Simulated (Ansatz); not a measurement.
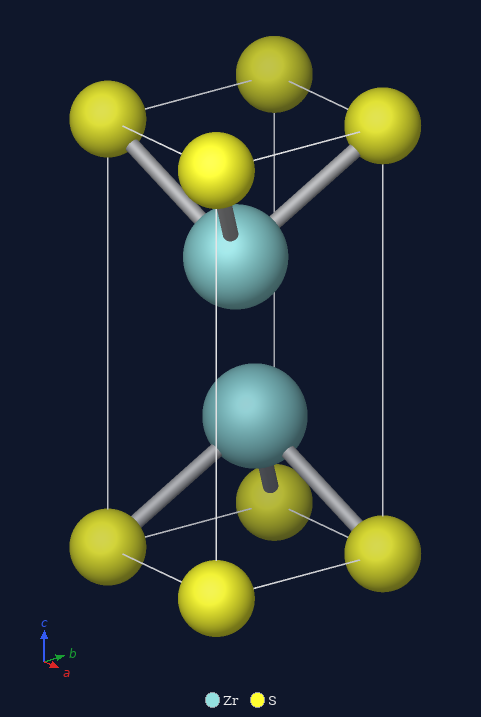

A ball-and-stick rendering, viewed slightly off an axis. One conventional unit cell is framed, with atoms on its boundary repeated. Cell: a = 3.55 Å, b = 3.55 Å, c = 5.60 Å, α = 90.00°, β = 90.00°, γ = 120.00°.

Its origin is a structure type filled with these elements by a generator (whether the compound takes this form wasn't checked). Earlier steps of the study, as a rule a relaxation of our own, may have changed the cell and positions, so they can lie some per cent off the listed ones. It was run through Ansatz as a DFT input.

Notes on the structure:

Answer. The material is Zr₂S. The lattice is primitive hexagonal and the space group P-3m1 (No. 164). Cell content 2 Zr, 1 S; Z = 1. Zr bonds to three S in a trigonal pyramidal arrangement at about 2.6 Å. Each S atom is coordinated by six Zr in an octahedral arrangement at about 2.6 Å. Not all metal-metal contacts are counted. The bonds build Zr2S layers parallel to (001).

Electronic-structure method: DFT PBEsol, scalar-relativistic, plane waves, PAW in Ansatz 0.2.0. Parameters: plane waves to 420 eV, 18×18×8 k-points, Gaussian smearing of 0.1 eV, no spin polarisation.

Is it conducting or gapped at this level?

Answer. A metal: bands cross the Fermi level.

State the Bader charges by element.

Answer. Zr +0.76 e; S -1.53 e.

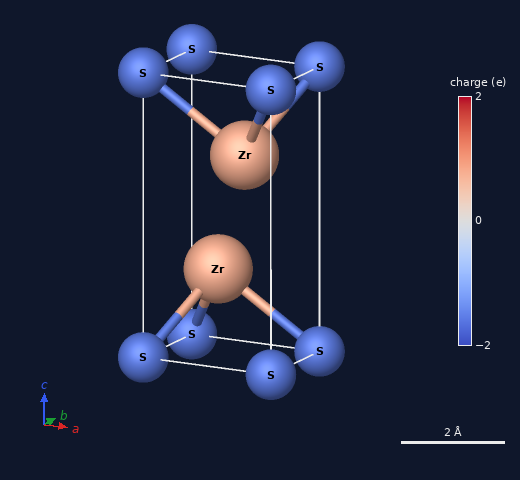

The atoms coloured by those charges. The run's cell of 3 atoms is drawn.

Is the structure in equilibrium?

Answer. No. The largest force is 0.19 eV/Å, on Zr. The pressure is -4.3 GPa, so the cell would contract.

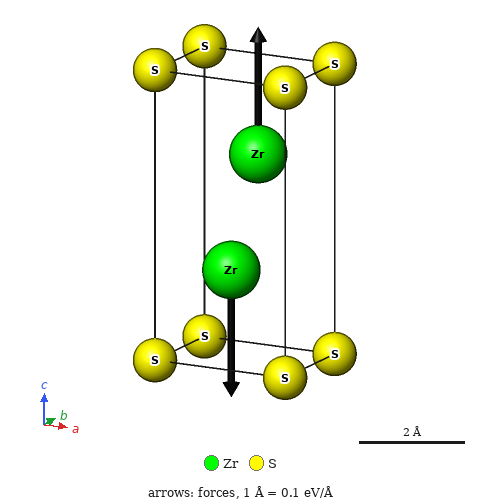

The forces as arrows. The run's cell of 3 atoms is drawn.
